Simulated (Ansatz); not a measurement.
# Single-point calculation, with input and output: Zr16O31 (charge +2) (part 1 of 3)

Zr16O31 (defect cell, 47 atoms in the cell, total charge +2), computed with DFT PBE, scalar-relativistic, plane waves, PAW, spin-polarised (Ansatz 0.2.0).

The structure derives from an entry of the Crystallography Open Database. Figures and captions count atoms from 1; the log counts them from 0 in places.

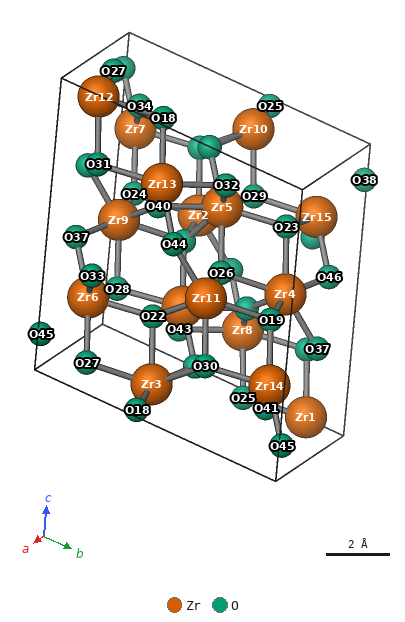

Figure 1. The structure as given in the input (ball-and-stick view of the cell of the calculation, seen slightly off an axis; atoms are numbered from 1 in the order of the input). An atom can appear more than once, as a periodic image. Near neighbours in the periodic cell (some may lie outside the picture): Zr has 6 O at 2.03 to 2.27 Å; Zr has 7 O at 2.03 to 2.32 Å; O has 4 Zr at 2.12 to 2.32 Å; O has 3 Zr at 2.03 to 2.19 Å.

**The input**
```yaml
crystal:
  lattice:
    - [4.300938, -5.2023, 5.255159]
    - [-4.300938, -5.2023, -5.255159]
    - [5.996462, 5.2023, -5.255159]
  atoms:
    - { symbol: Zr, position: [0.1176137044, 0.873546351, 0.0337912527], spin: 0.2 }
    - { symbol: Zr, position: [0.1157926805, 0.3725395546, 0.5334815271] }
    - { symbol: Zr, position: [0.6168512418, 0.3735316403, 0.0335388943] }
    - { symbol: Zr, position: [0.6173741626, 0.8735524962, 0.533055216] }
    - { symbol: Zr, position: [0.5902353782, 0.5832404081, 0.7170795794] }
    - { symbol: Zr, position: [0.5883752536, 0.0826501384, 0.2155084044], spin: 0.2 }
    - { symbol: Zr, position: [0.0899737592, 0.0832847263, 0.7166876804] }
    - { symbol: Zr, position: [0.0904616495, 0.5832951181, 0.2168622296] }
    - { symbol: Zr, position: [0.381742458, 0.1243008344, 0.4649340485] }
    - { symbol: Zr, position: [0.3831090196, 0.6263735439, 0.9679512726], spin: 0.2 }
    - { symbol: Zr, position: [0.8815225174, 0.6252495545, 0.4655541146] }
    - { symbol: Zr, position: [0.8821658952, 0.1249095876, 0.9660662442] }
    - { symbol: Zr, position: [0.9078981038, 0.4157983972, 0.7817645625] }
    - { symbol: Zr, position: [0.9083670294, 0.916725847, 0.2825011042] }
    - { symbol: Zr, position: [0.4088904184, 0.9158715429, 0.7823266035], spin: 0.2 }
    - { symbol: Zr, position: [0.4096289358, 0.4157231627, 0.2830085739] }
    - { symbol: O, position: [0.3439370884, 0.3808706356, 0.4836750382] }
    - { symbol: O, position: [0.8455996809, 0.3812776031, 0.9846440802] }
    - { symbol: O, position: [0.8451206409, 0.8810638744, 0.4840253783] }
    - { symbol: O, position: [0.1464574678, 0.8599525582, 0.2650441764] }
    - { symbol: O, position: [0.1453983135, 0.359286147, 0.764908283] }
    - { symbol: O, position: [0.6478301846, 0.3613733973, 0.2659586195] }
    - { symbol: O, position: [0.6463156408, 0.8596591539, 0.764524704] }
    - { symbol: O, position: [0.1559177878, 0.1168012725, 0.5166479017] }
    - { symbol: O, position: [0.1571781932, 0.6259493106, 0.0120096135] }
    - { symbol: O, position: [0.6541847603, 0.6179983027, 0.5151081403] }
    - { symbol: O, position: [0.6522311574, 0.1158159021, 0.0148293352] }
    - { symbol: O, position: [0.352285971, 0.1348059346, 0.2285173657] }
    - { symbol: O, position: [0.3512478318, 0.6438336037, 0.739840645] }
    - { symbol: O, position: [0.8528379305, 0.6391888073, 0.2343236543] }
    - { symbol: O, position: [0.8520823162, 0.1384213366, 0.7342129257] }
    - { symbol: O, position: [0.8651940815, 0.6595895273, 0.8631452795] }
    - { symbol: O, position: [0.8696001141, 0.1604219321, 0.3638054575] }
    - { symbol: O, position: [0.3662958722, 0.1598907003, 0.867055826] }
    - { symbol: O, position: [0.3668235134, 0.6608597957, 0.3638724717] }
    - { symbol: O, position: [0.5461184692, 0.5000860342, 0.8838393777] }
    - { symbol: O, position: [0.5460889539, 0.0014264459, 0.3848135291] }
    - { symbol: O, position: [0.0460168749, 0.0010959055, 0.8850087203] }
    - { symbol: O, position: [0.0482368094, 0.5040801619, 0.3861788139] }
    - { symbol: O, position: [0.6318054956, 0.3378720166, 0.6330454219] }
    - { symbol: O, position: [0.6312126228, 0.8394638545, 0.1323779906] }
    - { symbol: O, position: [0.1320955033, 0.8373878212, 0.6391716794] }
    - { symbol: O, position: [0.1331331585, 0.339538364, 0.1331229753] }
    - { symbol: O, position: [0.9507083819, 0.4943800795, 0.6120191504] }
    - { symbol: O, position: [0.9552482018, 0.9993748359, 0.1157166945] }
    - { symbol: O, position: [0.4541832241, 0.9988261407, 0.6148773191] }
    - { symbol: O, position: [0.456307498, 0.499150859, 0.1173153994] }
magnetization:
  spin_polarized: true
total_charge: 2
basis:
  ecutwfc: 420
  fft_grid_basis: typed
kpoints:
  mp_grid: { grid: [2, 2, 2] }
hamiltonian:
  xc: pbe
  pseudopotentials: { kind: paw }
scf:
  occupations: { method: gaussian, width: 0.05 }
output:
  forces: true
  stress: false
  eigenvalues: true
  bader: true
  write_density: true
  volumetric_format: npy
  populations: true
```

Run on 4 threads of Arm Neoverse V1, 24 GiB of memory available, shared host.

Launched with:
```bash
ansatz run input.yaml --threads 4 --pin off --max-ram 10240MiB --backend cpu --events-out ev --progress --plain --runs-dir out
```

**Output**
```
Engine: ansatz 0.2.0, aarch64-unknown-linux-gnu
Pseudopotentials: kind: paw
Pseudopotential: Zr, paw, valence charge 12, recommended cutoff 420 eV (normal), Zr.paw.azcp
Pseudopotential: O, paw, valence charge 6, recommended cutoff 420 eV (normal), O.paw.azcp
Functional definition: PBE
  parameter kappa = 0.804
  parameter beta = 0.06672455060314922
  exchange = pbe_x(kappa = kappa, mu = beta*pi^2/3)
  correlation = pbe_c(beta = beta)
Crystal: 47 atoms, lattice volume = 563.039 Å³
Basis set: ecut = 420 eV, 11017 PW (Γ), exchange–correlation on 120×120×128 points (8 copies of the dense FFT grid, shifted against one another)
Bands: 236, of which v1, the nominal top of the filled ones, is band 188 counted from 1 (187 counted from 0)
Symmetry: 1 space group operations
Space group: P1 (ITA 1), of the structure as read, at distance tolerance 8.3e-5 Å
Magnetic group: BNS 1.1 (UNI 1), of the structure as read, at distance tolerance 8.3e-5 Å
k-points: 8
Non-local potential: Zr, projectors of the file, l = 0: 3, l = 1: 2, l = 2: 2, l = 3: 2
Non-local potential: O, projectors of the file, l = 0: 2, l = 1: 2, l = 2: 1
PAW form: soft (Blöchl's): semilocal exchange-correlation on the pseudo side does not see the compensation charge
PAW one-centre angular grid: Zr, 590 points (default); XC on 64 Gauss nodes
PAW one-centre angular grid: O, 110 points (default); XC on 64 Gauss nodes
Initial density: superposition of atomic densities (chi_scale 0.1, normalization cell, long waves kept (reshape's long-wave potential 0.18 eV rms))
Starting moments: Σ|m| = 0.8 μB on 4 of 47 sites
Initial wavefunctions: pseudopotential atomic-orbital guess
Functional: x = pbe(κ = 0.804, μ = 0.2195149727645171), c = pbe(β = 0.06672455060314922)
SCF iter   1: F=—  HF=-84641.786778 eV  |F-HF|=—  |Δ(HF+E_count)|=         —  Δρ=3.06e-2 (↑3.01e-2 ↓3.06e-2)  dr2=2.20e1  dr2_m=1.99e-2  M=0.000 μB ∫|m|=0.128 μB  β_m=0.30  ethr=3.10e-3  ⟨swp⟩=4.0  Hψ=13508  notcnv=0  defer=253
Mixer restart at iter 1: flushing history
preconditioner: auto → Resta (q_TF=auto, 2.551 Å⁻¹)  ε∞=4.0  [insulator: Δε(μ)=1.429 eV  Ē_g=16.747 eV  σ=0.050 eV  W_gap=1.00  n_scr=160 (ndim 8)  ℏωp=29.0 eV  f_vac=0.000  D(μ)=0.00/eV (n_scr^D=0)  ε∞_Penn≈4.0]
spin=Collinear: Resta preconditioning applied to the charge; magnetization (m = ρ↑ − ρ↓) channel mixes plain (no charge-response kernel on spin).
SCF iter   2: F=—  HF=-84638.852899 eV  |F-HF|=—  |Δ(HF+E_count)|=    2.93e0  Δρ=2.10e-2 (↑2.06e-2 ↓2.10e-2)  dr2=9.86e0  dr2_m=1.01e-2  M=0.000 μB ∫|m|=0.102 μB  β_m=0.54  ethr=3.10e-3  ⟨swp⟩=3.0  Hψ=6215  notcnv=0  defer=685
SCF iter   3: F=—  HF=-84637.287353 eV  |F-HF|=—  |Δ(HF+E_count)|=    1.57e0  Δρ=7.08e-3 (↑7.04e-3 ↓7.08e-3)  dr2=1.48e0  dr2_m=5.51e-4  M=0.000 μB ∫|m|=0.040 μB  β_m=0.58  ethr=2.62e-3  ⟨swp⟩=3.0  Hψ=6867  notcnv=0  defer=685
SCF iter   4: F=—  HF=-84637.220475 eV  |F-HF|=—  |Δ(HF+E_count)|=   6.69e-2  Δρ=2.18e-3 (↑2.17e-3 ↓2.18e-3)  dr2=9.70e-2  dr2_m=6.04e-5  M=0.000 μB ∫|m|=0.010 μB  β_m=0.74  ethr=3.93e-4  ⟨swp⟩=2.4  Hψ=5669  notcnv=0  defer=685
SCF iter   5: F=—  HF=-84637.280235 eV  |F-HF|=—  |Δ(HF+E_count)|=   5.98e-2  Δρ=1.55e-3 (↑1.53e-3 ↓1.55e-3)  dr2=4.69e-2  dr2_m=4.92e-6  M=0.000 μB ∫|m|=0.002 μB  β_m=0.64  ethr=2.58e-5  ⟨swp⟩=2.0  Hψ=6126  notcnv=0  defer=690
SCF iter   6: F=—  HF=-84637.279895 eV  |F-HF|=—  |Δ(HF+E_count)|=   3.41e-4  Δρ=3.59e-4 (↑3.58e-4 ↓3.59e-4)  dr2=3.00e-3  dr2_m=8.62e-7  M=0.000 μB ∫|m|=0.001 μB  β_m=0.82  ethr=1.25e-5  ⟨swp⟩=2.0  Hψ=5830  notcnv=0  defer=690
SCF iter   7: F=—  HF=-84637.283779 eV  |F-HF|=—  |Δ(HF+E_count)|=   3.88e-3  Δρ=2.36e-4 (↑2.35e-4 ↓2.36e-4)  dr2=1.09e-3  dr2_m=1.76e-8  M=0.000 μB ∫|m|=0.000 μB  β_m=0.69  ethr=7.98e-7  ⟨swp⟩=2.0  Hψ=5760  notcnv=0  defer=690
SCF iter   8: F=—  HF=-84637.283715 eV  |F-HF|=—  |Δ(HF+E_count)|=   6.35e-5  Δρ=6.72e-5 (↑6.72e-5 ↓6.66e-5)  dr2=1.01e-4  dr2_m=2.64e-8  M=0.000 μB ∫|m|=0.000 μB  β_m=0.71  ethr=2.90e-7  ⟨swp⟩=2.0  Hψ=5628  notcnv=0  defer=690
SCF iter   9: F=—  HF=-84637.283800 eV  |F-HF|=—  |Δ(HF+E_count)|=   8.45e-5  Δρ=2.35e-5 (↑2.34e-5 ↓2.35e-5)  dr2=1.86e-5  dr2_m=4.07e-9  M=0.000 μB ∫|m|=0.000 μB  β_m=0.86  ethr=2.70e-8  ⟨swp⟩=2.0  Hψ=5486  notcnv=0  defer=690
SCF iter  10: F=—  HF=-84637.283841 eV  |F-HF|=—  |Δ(HF+E_count)|=   4.10e-5  Δρ=1.77e-5 (↑1.77e-5 ↓1.77e-5)  dr2=6.35e-6  dr2_m=2.08e-10  M=0.000 μB ∫|m|=0.000 μB  β_m=0.74  ethr=4.95e-9  ⟨swp⟩=2.0  Hψ=6784  notcnv=0  defer=690
SCF iter  11: F=—  HF=-84637.283840 eV  |F-HF|=—  |Δ(HF+E_count)|=   3.03e-7  Δρ=5.56e-6 (↑5.56e-6 ↓5.56e-6)  dr2=6.28e-7  dr2_m=4.29e-11  M=0.000 μB ∫|m|=0.000 μB  β_m=0.74  ethr=1.69e-9  ⟨swp⟩=2.0  Hψ=5672  notcnv=0  defer=690
SCF iter  12: F=—  HF=-84637.283841 eV  |F-HF|=—  |Δ(HF+E_count)|=   3.43e-7  Δρ=1.57e-6 (↑1.56e-6 ↓1.57e-6)  dr2=6.94e-8  dr2_m=6.76e-12  M=0.000 μB ∫|m|=0.000 μB  β_m=0.87  ethr=1.67e-10  ⟨swp⟩=2.0  Hψ=5370  notcnv=0  defer=690
SCF iter  13: F=-84637.283841 eV  HF=-84637.283841 eV  |F-HF|=3.47e-8  |Δ(HF+E_count)|=   8.24e-8  Δρ=1.53e-6 (↑1.53e-6 ↓1.53e-6)  dr2=4.61e-8  dr2_m=5.14e-13  M=0.000 μB ∫|m|=0.000 μB  ethr=1.85e-11  ⟨swp⟩=11.1  Hψ=17678  notcnv=0
SCF 1 converged in 13 iterations: F = -84637.283841 eV  dr2 = 4.61e-8
  greatest PAW one-centre occupation: 0.995 electrons in one spin orbital (limit 2), on the Zr atom at site 14 (counted from 0), in its partial waves of l = 0
```

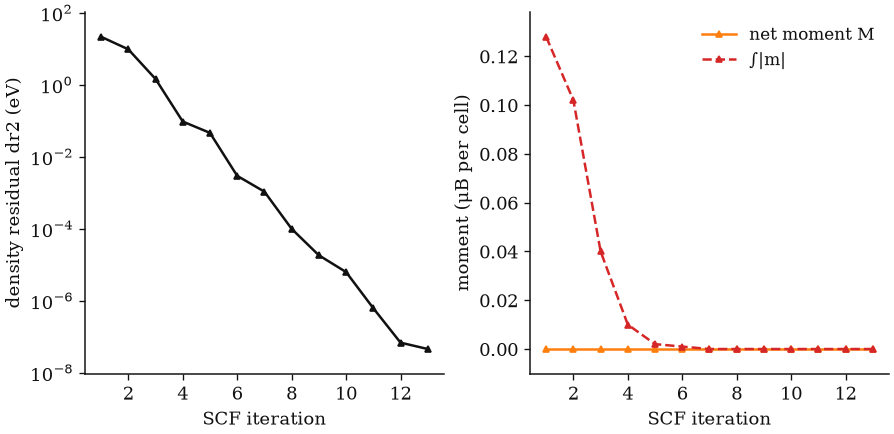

Figure 2. Convergence of the self-consistent field: density residual dr2 and magnetic moment against the SCF iteration. The residual falls at every step. The net moment stays at 0.0 μB per cell, and ∫|m| falls to zero.

```
WARN: the starting moments were not kept: the SCF closed with an absolute magnetisation of 1.8e-6 μB, where they sum to 0.8 μB in size (4 sites). That is at most 0.1 of that sum. Measured as dr2_m measures the in/out step, that magnetisation stands 1.2e-13 eV from none, at or under the dr2_threshold of 1.0e-7 eV: it is no larger than a step whose dr2_m would equal this threshold. The system may hold no moment; this SCF shows only that its start led to no more than that. To try another start: raise the starting moments (crystal.atoms[].spin, magnetization.per_species, magnetization.initial_magnetization, or on a non-collinear deck that types none of these the spinor_matrix: blocks that start its atoms; where the total moment is fixed, keep their sum and leave initial_magnetization as it is; typed ones take the place of any that the run laid by itself, positive ones on a crystal's lanthanoids without a Hubbard term where scf.initial_density.shell_occupations: [] is typed) or, if the notice of its spin-set hold's release reads "site moments contracting" or "site moments show no strong build", lengthen the hold (scf.mixing.spin_hold: { on: { confirm: 4 } }; for m-r²SCAN on two components see the key's manual first). Each may lead to a state that holds a moment. A second SCF, from the converged charge density, with the starting moments and any scf.initial_density.shell_occupations laid on it anew, would have followed, and was not run: the deck does not ask for one (magnetization.retry_lost_moments is false, the default). To let it run, set magnetization.retry_lost_moments: true and run the deck again, where that key's refused combinations let it; where memory then withholds it, that run's warning says so.
SCF converged after 13 iterations
Magnetization: 0.0000 μB (188.0000 up, 188.0000 down)
Absolute magnetization: 0.0000 μB (∫|ρ↑−ρ↓|, with the PAW one-centre terms)
Spin contamination: 0.0000 ħ² per cell (⟨S²⟩ above its minimum at these occupations)
Per-site moments (μB) at R_I (Å): [(-9.975261144671215e-9, 0.8516277403243633), (-7.66942576876041e-9, 0.837020629660157), (-1.3312015917883887e-8, 0.8454958680093668), (-7.294271872968549e-9, 0.8456384401580385), (-1.1108233530383225e-8, 0.8407530516968913), (-2.3764131034048553e-8, 0.8442276944852144), (-9.395758831992321e-9, 0.8445492822577583), (-3.3779686393472426e-9, 0.8404012194977634), (-1.0747039119633087e-8, 0.8453025115055346), (-1.827561120670787e-8, 0.8390952343199017), (-4.315550001023959e-9, 0.847578892907331), (-9.152267467176108e-9, 0.847889669329152), (-6.892676478312804e-9, 0.8416002091532317), (-1.2589875680298693e-8, 0.8435529088080944), (-1.0273802929042233e-8, 0.8445000268017133), (-7.88292882200036e-9, 0.8406745637857982), (5.652982867551889e-9, 0.8889306313222783), (7.377256427148309e-9, 0.8893249031832878), (8.200035487837116e-10, 0.8862789435887268), (2.190464671984631e-8, 0.8868212691049598), (1.4323625157685218e-8, 0.8848119374890892), (2.463710853887589e-8, 0.8904556466819499), (1.4676873348277088e-8, 0.8865601566849332), (9.749945276918581e-9, 0.8855032489069031), (6.377600708376294e-8, 0.8734668838689044), (1.8581856625176256e-9, 0.8861289259320295), (5.244813259222836e-8, 0.8924785573020388), (4.700796094755134e-8, 0.8959567027601899), (6.226877819455279e-8, 0.8750407242604857), (5.637496982098384e-9, 0.8900886238481847), (2.2826502230195152e-9, 0.8899059649645902), (3.6961532716317215e-8, 0.8463279065690703), (6.239077448484613e-8, 0.837020629660157), (4.223922428980517e-8, 0.8454958680093668), (1.65897159373225e-9, 0.8456384401580385), (3.7482418609524795e-8, 0.8407530516968913), (4.653880654665902e-8, 0.8442276944852144), (2.68950505206814e-8, 0.8445492822577583), (2.0032808162600804e-9, 0.8404012194977634), (7.60674920648508e-9, 0.8453025115055346), (9.768977967665774e-8, 0.8390952343199017), (3.065725904377853e-8, 0.847578892907331), (1.8230744219090946e-9, 0.847889669329152), (4.877690351670685e-9, 0.8416002091532317), (3.4882666237555586e-8, 0.8435529088080944), (4.3990664722578613e-8, 0.8445000268017133), (3.236458617466067e-8, 0.8406745637857982)]
Free energy (F): -84637.283841 eV
Harris-Foulkes:  -84637.283841 eV  (|F-HF|=3.47e-8)
Internal energy: -84637.283841 eV  (E = F + TS)
E sigma→0 (E₀):  -84637.283841 eV
Fermi energy:    10.824606 eV
--- Per-component energies (eV) ---
  E_band       = -1530.226164
  E_kinetic    = 10780.280174
  E_local      = -20373.800495  (includes V_loc(G=0)·N_el)
  E_nonlocal   = 2691.517103
  E_hartree    = 6864.042585
  E_xc         = -4891.337590
  E_vxc        = -5995.908825  (∫ρ·V_xc dr)
  E_paw        = -52140.669937  (= ΣΔE_a)
  E_vpaw       = -2360.482885  (= ΣTr[D̂ρ^β])
  E_aug_tail   = 0.076900  (compensation charges beyond the density's cutoff)
  E_ewald      = -27567.392580
  E_smearing   = -0.000000  (= −TS)
  E_closure    = 0.000000  (closes the sum)
  E_deformation_potential = 40.220920  (in the stress; not in F)
  Σ components = -84637.283841   (vs F -84637.283841, Δ=0.00e0)
--- Forces (eV/Å), atoms counted from 1 ---
  atom   1  Zr    -1.94457756     2.08092353    -2.47908208
  atom   2  Zr    -0.03559392    -0.34771414    -0.07831412
  atom   3  Zr     0.18102244    -0.64255727    -0.08990533
  atom   4  Zr     0.51168298     0.20545438     0.37181615
  atom   5  Zr    -0.22622757    -0.31607689     0.47393604
  atom   6  Zr     3.00904724    -2.49137053    -1.32681650
  atom   7  Zr    -0.60412144     0.03374949    -0.08790396
  atom   8  Zr     0.50594774     0.54904096    -0.17217828
  atom   9  Zr     0.14646196     0.04877478    -0.55409141
  atom  10  Zr     2.02496447     1.96751843     3.03500765
  atom  11  Zr    -0.10594766     0.08640771    -0.03665379
  atom  12  Zr    -0.26996790    -0.56436831     0.08098921
  atom  13  Zr    -0.40782837     0.54647121     0.37048538
  atom  14  Zr     1.22486475     0.05500003     0.29434795
  atom  15  Zr    -2.14481840    -2.57767718     1.42566899
  atom  16  Zr    -0.04878156    -0.07093672    -0.78298139
  atom  17  O      0.02284663     0.02811659     0.03829128
  atom  18  O      0.00413114     0.07034606    -0.01099360
  atom  19  O     -0.07300689    -0.16097952     0.03779418
  atom  20  O     -0.35531277    -0.30250920     0.12266787
  atom  21  O      0.21504969    -0.30529404    -0.24162526
  atom  22  O      0.11695131     0.55635459     0.47104049
  atom  23  O     -0.04125435     0.18051040    -0.22900321
  atom  24  O     -0.27051772     0.10224569     0.04887954
  atom  25  O      0.10775738    -1.89855914    -0.06358234
  atom  26  O     -0.02748538     0.04133765     0.01123401
  atom  27  O     -0.06491188     1.23707858    -0.24176566
  atom  28  O     -0.30157408     0.17511199     1.38706919
  atom  29  O      0.32232974     0.20695305    -1.20825310
  atom  30  O     -0.20043735    -0.06423619    -0.10834733
  atom  31  O      0.10274013    -0.00529936     0.02254102
  atom  32  O      0.51698409    -0.52554516    -0.29229935
  atom  33  O     -1.16760666     0.84955687    -0.31702640
  atom  34  O      0.54390585     0.48103025     0.28670290
  atom  35  O     -0.06087183    -0.08321191     0.06805091
  atom  36  O     -0.16675760     0.30337362    -0.53473480
  atom  37  O     -0.71711823    -0.47960600     0.34944248
  atom  38  O      0.86005795     0.27209835     0.21218439
  atom  39  O      0.03365679     0.03964859    -0.00902651
  atom  40  O      0.01777082     0.04588719     0.06730447
  atom  41  O     -2.12381021     0.62226898    -0.83854022
  atom  42  O      0.75790284    -0.17681438    -0.12212339
  atom  43  O     -0.01629649     0.01958264     0.10482933
  atom  44  O      0.14139060    -0.02476699     0.03125279
  atom  45  O      0.29824766     0.00436559     0.68317403
  atom  46  O      0.50624592     0.75202308    -0.28864151
  atom  47  O     -0.79711752    -0.52370599     0.11916937
  max |Σ_I F_I| component: 1.68e-5 eV/Å
--- Band table (eV; the first three rows and the last of 16) ---
```
